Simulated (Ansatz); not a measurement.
# Calculations on K16H

**1. Relaxation**

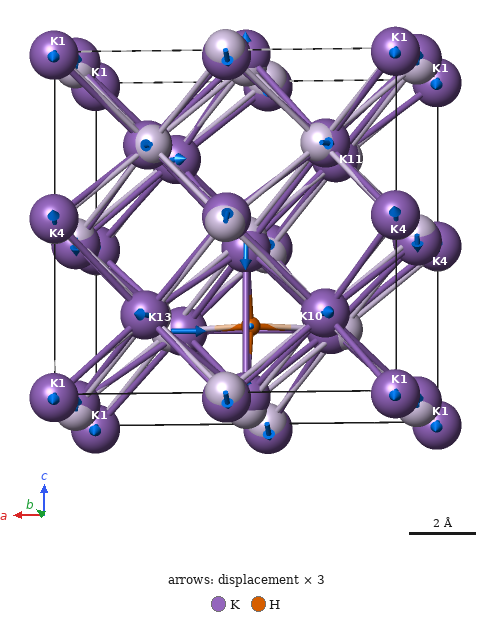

This is a relaxation of a defect cell of composition K16H. The starting structure is drawn faded, the final one solid; blue arrows show the displacements, 3 times their true length.

The picture is a ball-and-stick view of the cell of the calculation, seen from a free direction.

It is an interstitial H in bcc K. The run prepares an end point of a later path (interstitial hop) calculation, from a guessed geometry.

Method: DFT PBE, scalar-relativistic, plane waves, PAW (Ansatz).

Input file:
```yaml
crystal:
  lattice:
    - [10.46, 0.0, 0.0]
    - [0.0, 10.46, 0.0]
    - [0.0, 0.0, 10.46]
  atoms:
    - { symbol: K, position: [0.0, 0.0, 0.0] }
    - { symbol: K, position: [0.5, 0.0, 0.0] }
    - { symbol: K, position: [0.0, 0.5, 0.0] }
    - { symbol: K, position: [0.0, 0.0, 0.5] }
    - { symbol: K, position: [0.25, 0.25, 0.25] }
    - { symbol: K, position: [0.5, 0.5, 0.0] }
    - { symbol: K, position: [0.5, 0.0, 0.5] }
    - { symbol: K, position: [0.75, 0.25, 0.25] }
    - { symbol: K, position: [0.0, 0.5, 0.5] }
    - { symbol: K, position: [0.25, 0.75, 0.25] }
    - { symbol: K, position: [0.25, 0.25, 0.75] }
    - { symbol: K, position: [0.5, 0.5, 0.5] }
    - { symbol: K, position: [0.75, 0.75, 0.25] }
    - { symbol: K, position: [0.75, 0.25, 0.75] }
    - { symbol: K, position: [0.25, 0.75, 0.75] }
    - { symbol: K, position: [0.75, 0.75, 0.75] }
    - { symbol: H, position: [0.503155, 0.3713806, 0.2526344] }
basis:
  ecutwfc: 420.0
kpoints:
  mp_grid: { grid: [2, 2, 2] }
hamiltonian:
  xc: pbe
scf:
  occupations: { method: gaussian, width: 0.05 }
  lower_state_search: "off"
relax:
  f_tol: 0.03
  max_steps: 60
  adjacent_minimum: "off"
```

Command:
```bash
ansatz run input.yaml --threads 4 --pin off --max-ram 10240MiB --backend cpu --events-out ev --progress --plain --runs-dir out
```

> Atoms of which element are displaced furthest, and by how much?

Potassium: up to 0.36 Å, against 0.06 Å for hydrogen.

> What did the optimiser do to the structure, and how much energy did it gain?

After 5 accepted moves (7 points after the start) the energy has fallen by 0.148 eV per cell of the calculation. The largest force component goes from 0.2 to 0.028 eV/Å. 2 steps only repeated the SCF at the same geometry. The forces were under the threshold at step 2, but the run went on from there. The atom that moves furthest is K8 (0.36 Å roughly along −a). By element the largest moves are K 0.36 Å, H 0.06 Å. The cell doesn't change. Near-neighbour distances that change, for instance: K5–K8 5.230 → 4.530 Å, K6–K12 5.230 → 4.536 Å, K5–K12 4.529 → 4.202 Å, K6–H17 2.965 → 2.640 Å. Among the angles between lasting bonds that change: K8–H17–K12 102.8° → 105.9°.

**2. Relaxation**

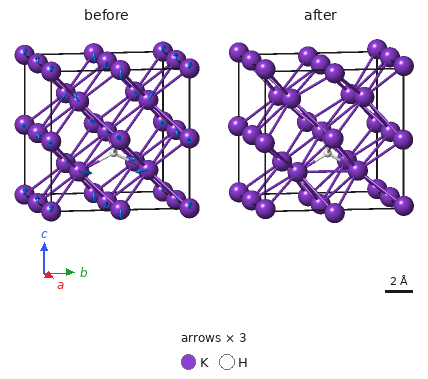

The structure of a defect cell of composition K16H before (left) and after (right) a relaxation, at one scale. The blue arrows give the displacements, 3 times their true length.

Style: ball-and-stick. Shown: the cell of the calculation, reduced to other axes, slightly off an axis. Lengths and directions refer to the drawn axes.

It is an interstitial H in bcc K. The run prepares an end point of a later path (interstitial hop) calculation, from a guessed geometry.

Computed with DFT PBE, scalar-relativistic, plane waves, PAW in Ansatz 0.2.0. (plane-wave cutoff 420 eV; k-point mesh 2 × 2 × 2; occupations gaussian; smearing width 0.05 eV; no spin polarisation; atoms relaxed in a fixed cell; force threshold 0.03 eV/Å; at most 60 steps)

Summarise the run.

Answer. The largest moves, 0.34 Å, are those of K atoms. By element the largest moves are K 0.34 Å, H 0.02 Å. The cell doesn't change. Near-neighbour distances that change, for instance: K–K 5.230 → 4.553 Å, K–K 4.529 → 4.211 Å, H–K 2.940 → 2.654 Å, H–K 2.920 → 2.645 Å. Among the angles between lasting bonds that change: K–H–K 102.5° → 105.8°. Over 5 accepted moves (7 points after the start) the energy falls by 0.148 eV per cell of the calculation. Largest force component: 0.2 eV/Å at the start, 0.025 eV/Å at the end. 2 steps only repeated the SCF at the same geometry. The forces were under the threshold at step 2, but the run went on from there. Cost: 43 s on 4 threads of Intel(R) Xeon(R) Platinum 8488C (Sapphire Rapids) (shared host), peak memory 2.4 GiB.

**3. Path**

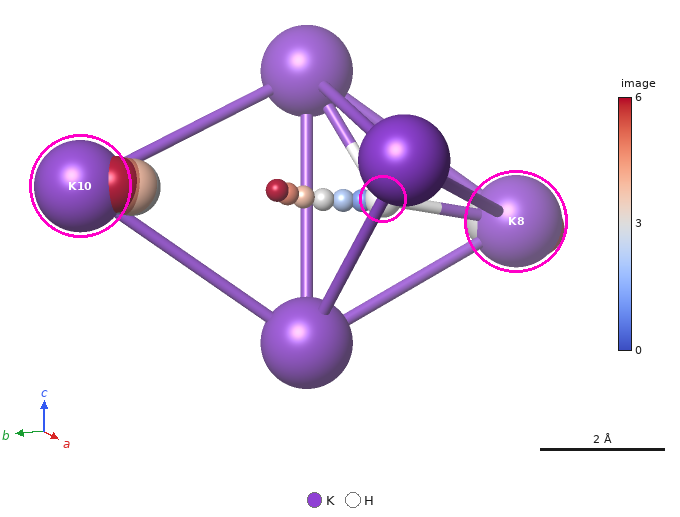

A nudged-elastic-band calculation for K with an interstitial H (17 atoms in the cell). Images are numbered from 0 (start) to 6 (end). The start is drawn whole; smaller spheres mark the moving atoms (K, H) in the later images, joined by lines and coloured by the number of the image. A ball-and-stick model of the atoms within 3.9 Å of the middle of the path, seen from a free direction. The atoms that move most are ringed. Bonds to atoms that aren't drawn are left out.

All numbers below come from DFT PBE, scalar-relativistic, plane waves, PAW (Ansatz 0.2.0). Run with plane-wave cutoff 420 eV; k-point mesh 2 × 2 × 2; Gaussian smearing 0.05 eV; 5 movable images; climbing image; force threshold 0.05 eV/Å; iteration limit 80; optimiser L-BFGS; starting path by straight interpolation.

> Describe the path and its energy.

The H atom travels furthest, 1.86 Å from end to end, along [−1 1 0], on a path that bends up to 0.38 Å away from the straight line. At the highest image its nearest neighbour (K) is 2.72 Å away, against 2.63 Å at the start, and the surrounding atoms stand up to 0.59 Å off the mean of their end positions. The barrier is about 0.060 eV in both directions, with image 3 at the top; the ends have nearly the same energy. The band converged in 31 iterations. The climbing image converged on the top of the path. A check of its curvatures didn't confirm a first-order saddle.
